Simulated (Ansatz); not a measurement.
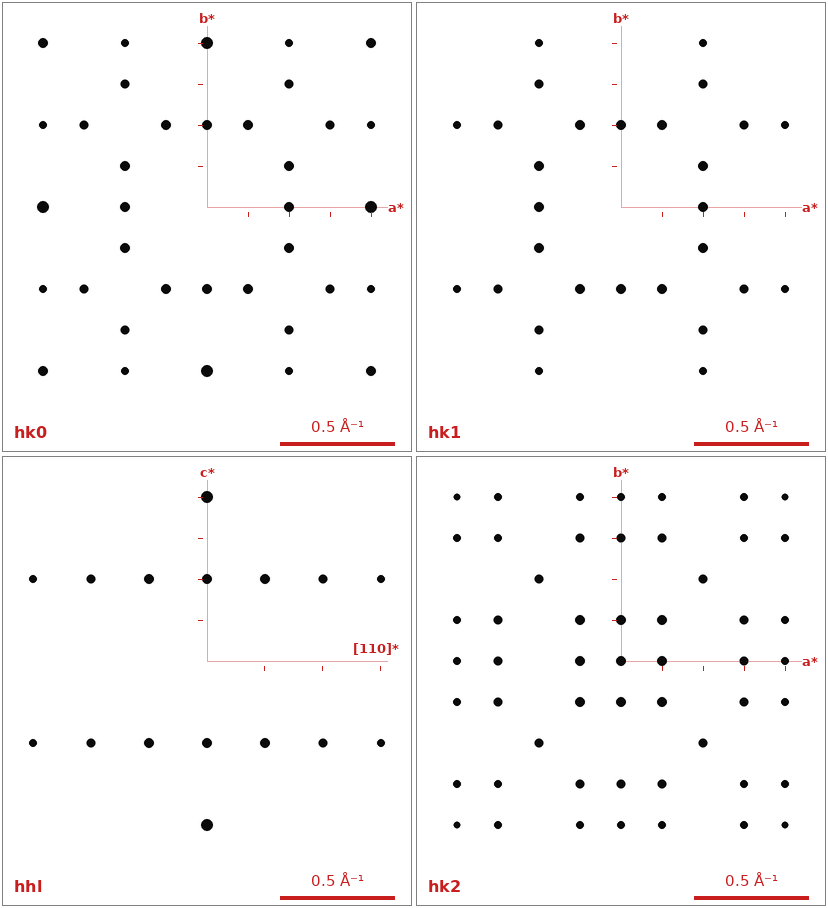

Four undistorted layers of reciprocal space, calculated for a single crystal (X-rays, kinematic |F|², B = 0.5 Å²). Tick marks count the reciprocal lattice steps of the conventional cell along each axis.

### What cell do the layers give?

a* = 0.181, b* = 0.181, c* = 0.181 Å⁻¹; the cell is cubic with a = 5.52 Å.

### List the systematic absences.

Reflections are present only under these conditions. hkl: no condition; hk0: no condition; hhl: l = 2n; h00: h = 2n. The lattice is primitive (P). Further gaps, such as 0 4 1, 4 0 1, 1 4 0, come from atoms on special positions, not from the group's general conditions. A few very weak reflections are below the display threshold.

### Which space groups fit?

The intensities have Laue symmetry m-3m (the hk0 layer shows 4mm, hk1 shows 4mm). With these conditions the candidates are P-43n (No. 218), Pm-3n (No. 223). Diffraction geometry alone does not choose among them; the structure has Pm-3n. The compound is Li. Structure: coordinates from a relaxation with DFT r2SCAN, scalar-relativistic, plane waves, PAW in Ansatz 0.2.0; the starting structure was generated, so it need not be a known form of this composition.
